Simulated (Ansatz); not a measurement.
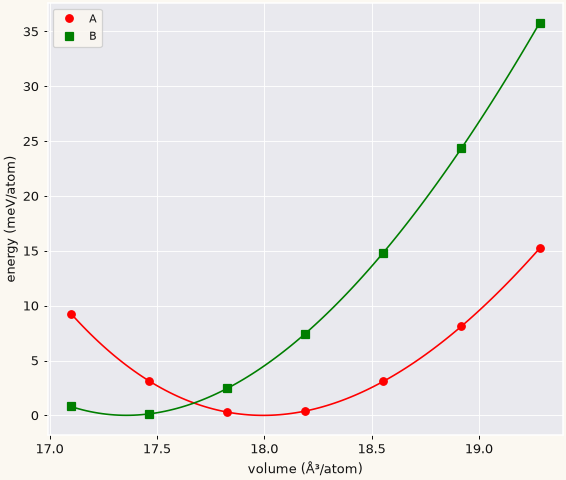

The figure compares two calculations of the energy against volume, each curve from its own zero. The first is for Ga, space group P2_1/m (No. 11).

The cell holds 2 atoms.

Computed with Ansatz 0.2.0: all-electron LAPW DFT, no spin polarisation; energies at scaled volumes of the given cell, shape and fractions fixed, counted from the fit's minimum, third-order Birch-Murnaghan fit. Level: PBEsol.

- k mesh: 10×8×7
- occupations: Fermi–Dirac
- smearing width: 0.05 eV
- potentials: all electron LAPW, scalar relativistic
- program settings: basis error eV/atom 0.001

In the second, the level changes from PBEsol to LDA.

> Which of A and B is the second calculation, and what did the change do?

B. The equilibrium volume falls from 18.00 to 17.36 Å³/atom (−3.6 %) and the bulk modulus rises from 60.5 to 65.0 GPa (+7.4 %).

For both, limits of the calculation: shape and atomic fractions are frozen while scaling, which makes layered, chain and framework solids too stiff.

V0 and the bulk modulus come from third-order Birch–Murnaghan fits.
